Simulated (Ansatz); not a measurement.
# Run report: Hf2S, geometry relaxation

Hf2S (P6₃/mmc, 6 atoms in the cell), computed with DFT PBEsol, scalar-relativistic, plane waves, PAW, no spin polarisation (Ansatz 0.2.0).

The structure derives from a Materials Project entry. It belongs to a series of runs on one base structure; here: relaxed under PBEsol. Figures and captions count atoms from 1; the log counts them from 0 in places.

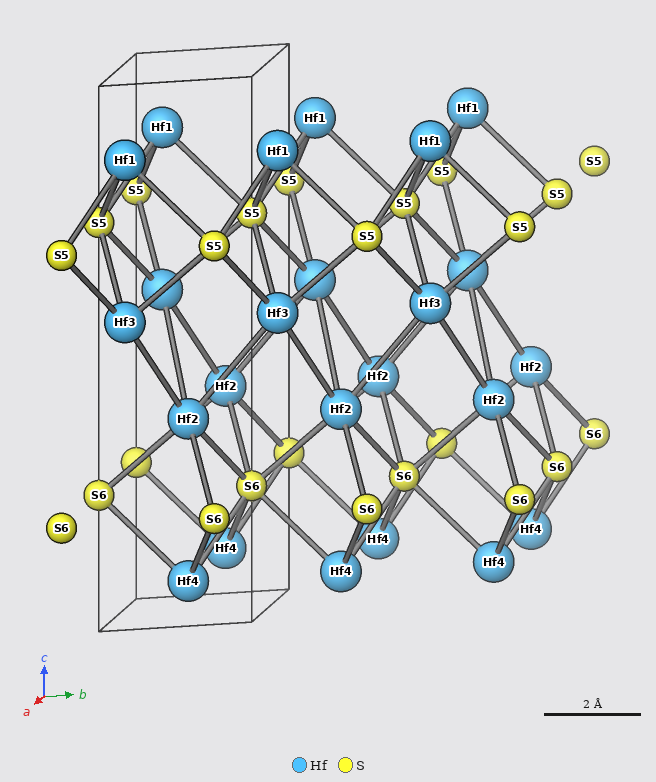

Figure 1. The starting structure (ball-and-stick view of the cell of the calculation, repeated 2 × 3 × 1, seen slightly off an axis; atoms are numbered from 1 in the order of the input). An atom can appear more than once, as a periodic image. Near neighbours in the periodic cell (some may lie outside the picture): Hf has 3 Hf at 3.06 Å and 3 S at 2.60 Å; S has 6 Hf at 2.60 Å.

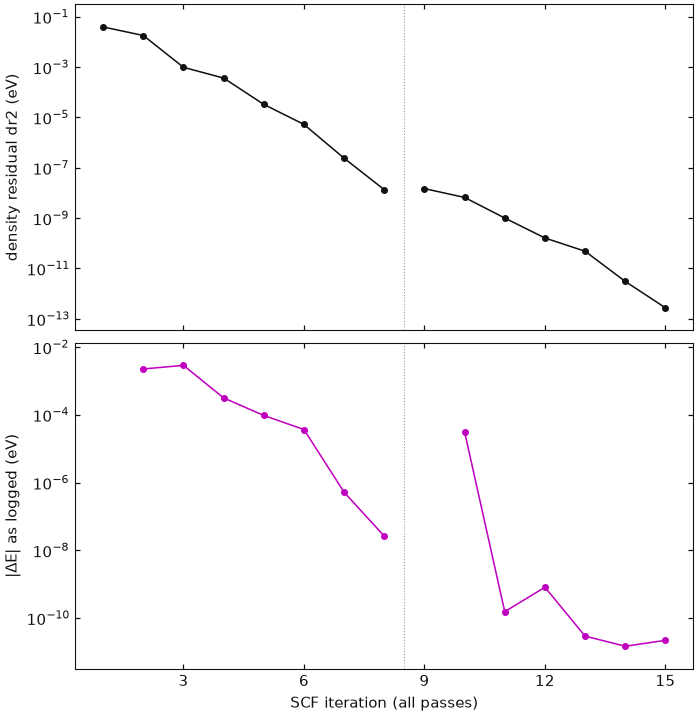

Figure 2. Convergence of the self-consistent field: density residual dr2 and size of the energy change against the SCF iteration. The dotted lines part the SCF passes of the relaxation: geometry steps, rejected trials and re-solves on a re-selected basis. The passes take 8 and 7 iterations.

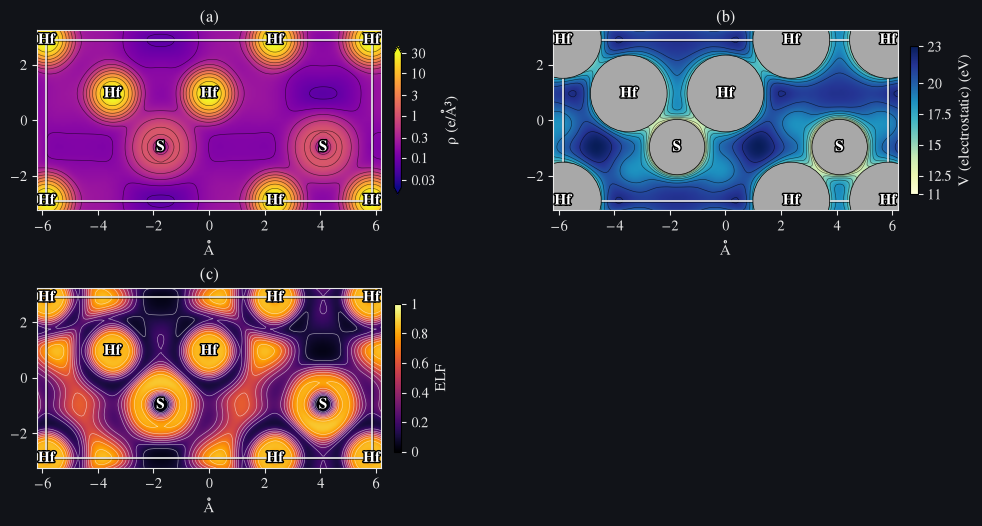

Figure 3. (a) valence electron density; (b) electrostatic potential (local pseudopotential plus Hartree) felt by an electron; (c) ELF on the (110) plane of the conventional cell. Grey discs, where drawn, cover atomic cores. Atoms in the plane: Hf and S. Hf–S (2.60 Å): ρ at the midpoint is about 0.38 e/Å³; the ELF is about 0.30 at the midpoint; no shared pair; the contact is polar. Hf–Hf (3.06 Å): ρ is about 0.21 e/Å³ halfway; the ELF is about 0.25 at the midpoint (no localised pair between them). Away from the nuclei the density in this plane falls to 0.07 e/Å³ at its lowest.  The strong features right at Hf lie inside the PAW spheres (semicore, d or f shells) and say nothing about bonding. Outside the cores the potential energy rises away from the atoms and is highest about 2.2 Å from the nearest atoms; outside the discs it spans about 12 eV, and its zero is arbitrary. Core electrons are frozen (PAW), so the fields are smoothed inside the atomic spheres.

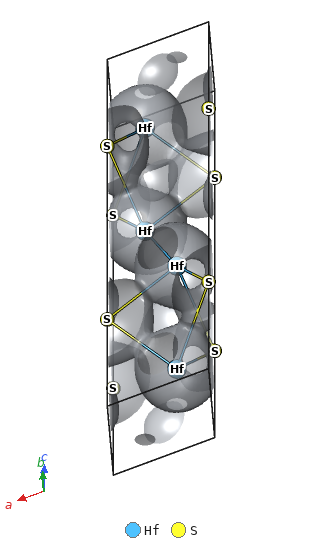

Figure 4. Isosurface of the valence charge density (pseudo) at 0.3 e/Å³ (grey), seen at an oblique angle. Sticks mark near contacts. The outline is the cell set on symmetry axes. At this value the density is joined into sheets; it holds about 90 % of the electrons treated as valence (semicore included). It is pinched off along the Hf–Hf (3.06 Å) contacts. On the grid the lowest density along these lines, outside the cores, is 0.37 e/Å³ (Hf–S, 2.60 Å) and 0.21 e/Å³ (Hf–Hf, 3.06 Å).

These pictures come from the run below.

### The input
```yaml
crystal:
  lattice:
    - [3.3401672231, 0.0, 0.0]
    - [-1.6700836116, 2.8926696681, 0.0]
    - [0.0, 0.0, 11.709147181]
  atoms:
    - { symbol: Hf, position: [0.6666666667, 0.3333333333, 0.8987137188] }
    - { symbol: Hf, position: [0.3333333333, 0.6666666667, 0.3987137188] }
    - { symbol: Hf, position: [0.6666666667, 0.3333333333, 0.6012862812] }
    - { symbol: Hf, position: [0.3333333333, 0.6666666667, 0.1012862812] }
    - { symbol: S, position: [0.0, 0.0, 0.75] }
    - { symbol: S, position: [0.0, 0.0, 0.25] }
basis:
  ecutwfc: 420
kpoints:
  mp_grid: { grid: [12, 12, 4] }
hamiltonian:
  xc: pbesol
scf:
  occupations: { method: fermi_dirac, width: 0.15 }
output:
  forces: true
  stress: true
  eigenvalues: true
  write_density: true
  write_potential: true
  elf: true
  volumetric_format: npy
relax:
  adjacent_minimum: "off"
  f_tol: 0.001
  max_steps: 60
  cell: { stress_tol: 0.01 }
```

Run as:
```bash
ansatz run input.yaml --threads 2 --pin off --max-ram 6144MiB --backend cpu --events-out ev --progress --plain --runs-dir out
```

### Log
```
band count auto-derived: 71 (N_el = 116.0; filled up to band 58; 70 by the electrons, moments and atoms)
Engine: ansatz 0.2.0, x86_64-unknown-linux-gnu
Pseudopotentials: kind: paw
Pseudopotential: Hf, paw, valence charge 26, recommended cutoff 420 eV (normal), Hf.paw.azcp
Pseudopotential: S, paw, valence charge 6, recommended cutoff 420 eV (normal), S.paw.azcp
Functional definition: PBEsol
  exchange = pbesol_x
  correlation = pbesol_c
Crystal: 6 atoms, lattice volume = 113.134 Å³
Basis set: ecut = 420 eV, 2259 PW (Γ), exchange–correlation on 48×48×160 points (8 copies of the dense FFT grid, shifted against one another)
Bands: 71, of which v1, the nominal top of the filled ones, is band 58 counted from 1 (57 counted from 0)
Symmetry: 24 space group operations
Space group: P63/mmc (ITA 194), of the structure as read, at distance tolerance 4.8e-5 Å
k-points: 57 of 576
Non-local potential: Hf, projectors of the file, l = 0: 3, l = 1: 2, l = 2: 2, l = 3: 3
Non-local potential: S, projectors of the file, l = 0: 2, l = 1: 2, l = 2: 2
PAW form: soft (Blöchl's): semilocal exchange-correlation on the pseudo side does not see the compensation charge
PAW frozen core: Hf, regenerated for the run's functional, and the local potential with it (the file was generated under x = pbe(κ = 0.804, μ = 0.2195149727645171), c = pbe(β = 0.06672455060314922))
PAW frozen core: S, regenerated for the run's functional, and the local potential with it (the file was generated under x = pbe(κ = 0.804, μ = 0.2195149727645171), c = pbe(β = 0.06672455060314922))
PAW one-centre angular grid: Hf, 590 points (default); XC on 64 Gauss nodes
PAW one-centre angular grid: S, 110 points (default); XC on 64 Gauss nodes
Initial density: superposition of atomic densities (neutral atoms: chi_scale 0, normalization atom), corrected by the library's trained network
Initial wavefunctions: pseudopotential atomic-orbital guess
Functional: x = pbesol(κ = 0.804, μ = 0.12345679012345678), c = pbesol(β = 0.046)
SCF iter   1: F=—  HF=-64168.636734 eV  |F-HF|=—  |Δ(HF+E_count)|=         —  Δρ=4.80e-3  dr2=3.94e-2  ethr=1.77e-3  ⟨swp⟩=5.0  Hψ=13156  notcnv=0
preconditioner: auto → Kerker (q_TF=auto, 2.740 Å⁻¹)  [metal: Δε(μ)=0.009 eV  Ē_g=17.248 eV  σ=0.150 eV  W_gap=0.02  n_scr=52 (ndim 8)  ℏωp=36.3 eV  f_vac=0.000  D(μ)=2.59/eV (n_scr^D=6)]
SCF iter   2: F=—  HF=-64168.634473 eV  |F-HF|=—  |Δ(HF+E_count)|=   2.26e-3  Δρ=3.03e-3  dr2=1.80e-2  ethr=3.40e-5  ⟨swp⟩=1.9  Hψ=4804  notcnv=0
SCF iter   3: F=—  HF=-64168.631595 eV  |F-HF|=—  |Δ(HF+E_count)|=   2.88e-3  Δρ=6.41e-4  dr2=9.80e-4  ethr=1.55e-5  ⟨swp⟩=2.0  Hψ=6183  notcnv=0
SCF iter   4: F=—  HF=-64168.631280 eV  |F-HF|=—  |Δ(HF+E_count)|=   3.15e-4  Δρ=4.30e-4  dr2=3.66e-4  ethr=8.45e-7  ⟨swp⟩=2.0  Hψ=6380  notcnv=0
SCF iter   5: F=—  HF=-64168.631184 eV  |F-HF|=—  |Δ(HF+E_count)|=   9.56e-5  Δρ=1.62e-4  dr2=3.30e-5  ethr=3.16e-7  ⟨swp⟩=2.0  Hψ=6426  notcnv=0
SCF iter   6: F=—  HF=-64168.631221 eV  |F-HF|=—  |Δ(HF+E_count)|=   3.67e-5  Δρ=5.25e-5  dr2=5.28e-6  ethr=2.85e-8  ⟨swp⟩=2.1  Hψ=4593  notcnv=0
SCF iter   7: F=—  HF=-64168.631221 eV  |F-HF|=—  |Δ(HF+E_count)|=   5.16e-7  Δρ=1.09e-5  dr2=2.40e-7  ethr=4.56e-9  ⟨swp⟩=2.0  Hψ=6358  notcnv=0
SCF iter   8: F=-64168.631221 eV  HF=-64168.631221 eV  |F-HF|=8.00e-9  |Δ(HF+E_count)|=   2.61e-8  Δρ=2.56e-6  dr2=1.35e-8  ethr=8.62e-11  ⟨swp⟩=10.2  Hψ=27835  notcnv=0
SCF 1 converged in 8 iterations: F = -64168.631221 eV  dr2 = 1.35e-8
  greatest PAW one-centre occupation: 0.998 electrons in one spin orbital (limit 2), on the Hf atom at site 2 (counted from 0), in its partial waves of l = 3
relax step   1: F+E_penalty+E_count = -64168.63122053 eV  Δ(F+E_penalty+E_count) = +0.000e0 eV  max|allowed force component| = 2.611e-4 eV/Å  Δτ_max = 0.0000 Å  P = +0.000 GPa  Ω = 113.134 Å³  (8 SCF iters, dr2 threshold 1.00e-7 eV, accepted)
Initial density: handed on by an earlier stage of this run
Initial wavefunctions: pseudopotential atomic-orbital guess (no wavefunctions were taken with the density)
iter 1 solved again at ethr=9.51e-8 eV; its pass at ethr=3.10e-3 eV (dr2=1.10e-4 eV) is discarded
SCF iter   1: F=—  HF=-64168.631189 eV  |F-HF|=—  |Δ(HF+E_count)|=         —  Δρ=2.66e-6  dr2=1.49e-8  ethr=9.51e-8  ⟨swp⟩=3.0  Hψ=23846  notcnv=0
eigensolver tolerance schedule: the retry pair's looser diagonalisation over-reported the residual by 7415.47 of it (diagonalisation noise at 0.29 of the residual, at the tolerance the schedule requests for it); recorded, not acted on — ethr = c·dr2/N_el stays at c = 1.0e-1
preconditioner: auto → Kerker (q_TF=auto, 2.740 Å⁻¹)  [metal: Δε(μ)=0.030 eV  Ē_g=17.255 eV  σ=0.150 eV  W_gap=0.05  n_scr=52 (ndim 8)  ℏωp=36.3 eV  f_vac=0.000  D(μ)=2.63/eV (n_scr^D=6)]
SCF iter   2: F=—  HF=-64168.631221 eV  |F-HF|=—  |Δ(HF+E_count)|=   3.12e-5  Δρ=1.78e-6  dr2=6.64e-9  ethr=1.28e-11  ⟨swp⟩=3.4  Hψ=10566  notcnv=0
SCF iter   3: F=—  HF=-64168.631221 eV  |F-HF|=—  |Δ(HF+E_count)|=  1.53e-10  Δρ=6.51e-7  dr2=1.01e-9  ethr=5.72e-12  ⟨swp⟩=2.0  Hψ=6343  notcnv=0
SCF iter   4: F=—  HF=-64168.631221 eV  |F-HF|=—  |Δ(HF+E_count)|=  8.08e-10  Δρ=3.55e-7  dr2=1.63e-10  ethr=1.00e-12  ⟨swp⟩=2.0  Hψ=7370  notcnv=0
SCF iter   5: F=—  HF=-64168.631221 eV  |F-HF|=—  |Δ(HF+E_count)|=  2.91e-11  Δρ=1.86e-7  dr2=4.85e-11  ethr=1.00e-12  ⟨swp⟩=1.0  Hψ=4047  notcnv=0
SCF iter   6: F=—  HF=-64168.631221 eV  |F-HF|=—  |Δ(HF+E_count)|=  1.46e-11  Δρ=4.78e-8  dr2=3.07e-12  ethr=1.00e-12  ⟨swp⟩=1.0  Hψ=4047  notcnv=0
SCF iter   7: F=-64168.631221 eV  HF=-64168.631221 eV  |F-HF|=7.28e-12  |Δ(HF+E_count)|=  2.18e-11  Δρ=1.69e-8  dr2=2.75e-13  ethr=1.00e-12  ⟨swp⟩=5.1  Hψ=16570  notcnv=0
SCF 2 converged in 7 iterations: F = -64168.631221 eV  dr2 = 2.75e-13
relax step   2: F+E_penalty+E_count = -64168.63122053 eV  Δ(F+E_penalty+E_count) = -6.301e-9 eV  max|allowed force component| = 1.301e-4 eV/Å  Δτ_max = 0.0000 Å  P = +0.000 GPa  Ω = 113.134 Å³  stress off target by 1.02e-3 GPa  SCF on the basis re-selected at this cell (its energy is not comparable with the rows above)  (7 SCF iters)
basis re-selected at this cell: Δ(F+E_penalty+E_count) = -6.301e-9 eV, ΔP = -0.000 GPa vs the last step (what re-selecting the basis moved, of the pressure what is left beyond the Pulay correction that the steps carried, after the strain that the cell walked since its last selection, with what the two solves' SCF thresholds leave and, on support functions, any second-order correction that the steps lacked; it is no measure of the basis error at this ecutwfc). This SCF's stress stands 1.02e-3 GPa from its target on what of the cell is left free (relax.cell.stress_tol is 1.00e-2 GPa) and its largest allowed force component is 1.30e-4 eV/Å (relax.f_tol is 1.00e-3 eV/Å): within both
SCF converged after 7 iterations
Free energy (F): -64168.631221 eV
Harris-Foulkes:  -64168.631221 eV  (|F-HF|=7.28e-12)
Internal energy: -64168.427955 eV  (E = F + TS)
E sigma→0 (E₀):  -64168.529588 eV
Entropy (-TS):   -0.203265 eV (-33.878 meV/atom)
Fermi energy:    18.681524 eV
--- Per-component energies (eV) ---
  E_band       = 118.847506
  E_kinetic    = 1916.306991
  E_local      = -22008.645349  (includes V_loc(G=0)·N_el)
  E_nonlocal   = -4898.451384
  E_hartree    = 10341.620469
  E_xc         = -1386.834987
  E_vxc        = -1243.766185  (∫ρ·V_xc dr)
  E_paw        = -28396.502760  (= ΣΔE_a)
  E_vpaw       = 5670.162568  (= ΣTr[D̂ρ^β])
  E_aug_tail   = -0.000002  (compensation charges beyond the density's cutoff)
  E_ewald      = -19741.049197
  E_core_change = 5.128265  (= ΣΔE_core)
  E_smearing   = -0.203265  (= −TS)
  E_closure    = -0.000000  (closes the sum)
  Σ components = -64168.631221   (vs F -64168.631221, Δ=0.00e0)
--- Forces (eV/Å), atoms counted from 1 ---
  atom   1  Hf    -0.00000000     0.00000000     0.00013006
  atom   2  Hf     0.00000000    -0.00000000     0.00013006
  atom   3  Hf    -0.00000000     0.00000000    -0.00013006
  atom   4  Hf     0.00000000    -0.00000000    -0.00013006
  atom   5  S     -0.00000000    -0.00000000    -0.00000000
  atom   6  S      0.00000000     0.00000000     0.00000000
  max |Σ_I F_I| component: 1.50e-17 eV/Å
--- Stress (GPa, compression-positive) ---
       -0.000110      -0.000000       0.000000
       -0.000000      -0.000110      -0.000000
        0.000000      -0.000000       0.001017
  P = ⅓ Tr σ = 0.0003 GPa (0.003 kbar)
--- Band table (eV; the first three rows and the last of 57) ---
  k-point 0: bands = ["-43.3681", "-43.3647", "-43.3213", "-43.3179", "-12.4439", "-12.3130", "-11.9823", "-11.8769", "-11.8769", "-11.8666", "-11.8666", "-11.8387", "-11.7799", "-11.7799", "-11.7694", "-11.7694", "3.2495", "3.3783", "6.6560", "6.6600", "6.6600", "6.6695", "6.6720", "6.6720", "6.6731", "6.6731", "6.6783", "6.6783", "6.6820", "6.6821", "6.6952", "6.6998", "6.7021", "6.7062", "6.7062", "6.7068", "6.7068", "6.7074", "6.7132", "6.7132", "6.7209", "6.7209", "6.7464", "6.7465", "6.7499", "6.7500", "10.7642", "11.6941", "14.1591", "15.3125", "15.3125", "15.5037", "15.5037", "15.6219", "17.1904", "18.6136", "18.6572", "19.2151", "19.2151", "19.2952", "19.2952", "19.5884", "19.5884", "20.6293", "20.6293", "21.2654", "21.6945", "21.6945", "22.0063", "22.0063", "22.0281"]
  k-point 1: bands = ["-43.3677", "-43.3653", "-43.3208", "-43.3184", "-12.4289", "-12.3384", "-11.9550", "-11.8755", "-11.8755", "-11.8683", "-11.8683", "-11.8556", "-11.7782", "-11.7782", "-11.7708", "-11.7708", "3.2679", "3.3589", "6.6572", "6.6613", "6.6613", "6.6660", "6.6695", "6.6695", "6.6740", "6.6740", "6.6775", "6.6775", "6.6830", "6.6845", "6.6931", "6.6978", "6.7047", "6.7076", "6.7076", "6.7079", "6.7081", "6.7081", "6.7131", "6.7131", "6.7194", "6.7194", "6.7464", "6.7465", "6.7500", "6.7500", "10.8711", "11.5125", "14.4073", "15.3387", "15.3387", "15.4233", "15.4738", "15.4738", "17.2850", "18.0254", "19.1484", "19.1484", "19.2348", "19.2348", "19.3551", "19.8472", "19.8472", "20.6921", "20.6921", "20.8379", "21.3501", "21.3501", "21.8015", "21.8015", "22.4571"]
  k-point 2: bands = ["-43.3665", "-43.3665", "-43.3195", "-43.3195", "-12.3883", "-12.3883", "-11.9007", "-11.9007", "-11.8720", "-11.8720", "-11.8720", "-11.8720", "-11.7744", "-11.7744", "-11.7744", "-11.7744", "3.3129", "3.3129", "6.6607", "6.6607", "6.6650", "6.6650", "6.6650", "6.6650", "6.6757", "6.6757", "6.6757", "6.6757", "6.6850", "6.6850", "6.6939", "6.6939", "6.7074", "6.7074", "6.7090", "6.7090", "6.7090", "6.7090", "6.7155", "6.7155", "6.7155", "6.7155", "6.7464", "6.7464", "6.7500", "6.7500", "11.1586", "11.1586", "14.9361", "14.9361", "15.4044", "15.4044", "15.4044", "15.4044", "17.5672", "17.5672", "19.1472", "19.1472", "19.1472", "19.1472", "20.1202", "20.1202", "20.3579", "20.3579", "20.3579", "20.3579", "21.4102", "21.4102", "21.4102", "21.4102", "23.1297"]
  k-point 56: bands = ["-43.3217", "-43.3217", "-43.3185", "-43.3185", "-12.2591", "-12.2591", "-12.2193", "-12.2193", "-12.2035", "-12.2035", "-12.0143", "-12.0143", "-11.9367", "-11.9367", "-11.8860", "-11.8860", "4.5953", "4.5953", "6.6711", "6.6711", "6.6803", "6.6803", "6.6822", "6.6822", "6.6835", "6.6835", "6.6895", "6.6895", "6.6923", "6.6923", "6.6984", "6.6984", "6.6984", "6.6984", "6.7022", "6.7022", "6.7111", "6.7111", "6.7152", "6.7152", "6.7335", "6.7335", "6.7336", "6.7336", "6.7632", "6.7632", "12.1556", "12.1556", "12.3866", "12.3866", "13.1079", "13.1079", "17.0261", "17.0261", "17.5014", "17.5014", "17.9846", "17.9846", "18.8797", "18.8797", "20.9308", "20.9308", "21.5914", "21.5914", "22.0992", "22.0992", "22.8034", "22.8034", "22.9955", "22.9955", "24.6013"]
--- Relaxed structure (1 steps of the walk, 1 accepted, 1 SCFs on fresh bases) ---
  F+E_penalty+E_count = -64168.63122053 eV   max|allowed force component| = 1.301e-4 eV/Å   (the final SCF, on the basis selected at the relaxed cell)
  cell:  # Å, volume = 113.1338 Å³
    - [3.3401672231042006, 2.886755978231517e-11, 0.0]
    - [-1.6700836115771003, 2.892669668081928, 0.0]
    - [0.0, 0.0, 11.709147181]
  atoms:
    - { symbol: Hf, position: [0.6666666666666665, 0.3333333333333333, 0.8987137188000001] }
    - { symbol: Hf, position: [0.3333333333333333, 0.6666666666666666, 0.39871371880000006] }
    - { symbol: Hf, position: [0.6666666666666665, 0.3333333333333333, 0.6012862812000002] }
    - { symbol: Hf, position: [0.3333333333333333, 0.6666666666666666, 0.10128628120000001] }
    - { symbol: S, position: [0.0, 0.0, 0.7500000000000001] }
    - { symbol: S, position: [0.0, 0.0, 0.25000000000000006] }
```

### Trajectory as extended XYZ (Å, eV, eV/Å), 2 frames, from step=1 to step=2
```
6
Lattice="3.3402 0.0000 0.0000 -1.6701 2.8927 0.0000 0.0000 0.0000 11.7091" Properties=species:S:1:pos:R:3:forces:R:3 step=1 energy=-64168.63122 pressure_GPa=0.00
Hf    1.6701    0.9642   10.5232    0.0000   0.0000   0.0003
Hf    0.0000    1.9284    4.6686    0.0000   0.0000   0.0003
Hf    1.6701    0.9642    7.0405    0.0000   0.0000  -0.0003
Hf    0.0000    1.9284    1.1860    0.0000   0.0000  -0.0003
S     0.0000    0.0000    8.7819    0.0000   0.0000   0.0000
S     0.0000    0.0000    2.9273    0.0000   0.0000   0.0000
6
Lattice="3.3402 0.0000 0.0000 -1.6701 2.8927 0.0000 0.0000 0.0000 11.7091" Properties=species:S:1:pos:R:3:forces:R:3 step=2 energy=-64168.63122 pressure_GPa=0.00
Hf    1.6701    0.9642   10.5232    0.0000   0.0000   0.0001
Hf    0.0000    1.9284    4.6686    0.0000   0.0000   0.0001
Hf    1.6701    0.9642    7.0405    0.0000   0.0000  -0.0001
Hf    0.0000    1.9284    1.1860    0.0000   0.0000  -0.0001
S     0.0000    0.0000    8.7819    0.0000   0.0000   0.0000
S     0.0000    0.0000    2.9273    0.0000   0.0000   0.0000
```

### Summary

```csv
quantity,value
outcome,converged
space group (tolerance 0.01 Å),P6₃/mmc (194)
electrons treated,116
free energy,−64168.6312 eV
Fermi energy,18.682 eV
gap on the k-point mesh,none (metallic)
pressure,0.00 GPa
final volume,113.13 Å³
largest force (length of the vector) at the end,under 0.001 eV/Å
final cell,"a = 3.340 Å, b = 3.340 Å, c = 11.709 Å, α = 90.00°, β = 90.00°, γ = 120.00°"
hardware,"2 threads of Intel Xeon (Granite Rapids), 32 GiB of memory available, shared host"
wall time,13 s (CPU time 25 s)
peak memory,0.71 GiB
```

### Notes

Results for this metal are sensitive to the k-point mesh. Spin–orbit coupling is left out, which matters for Hf.
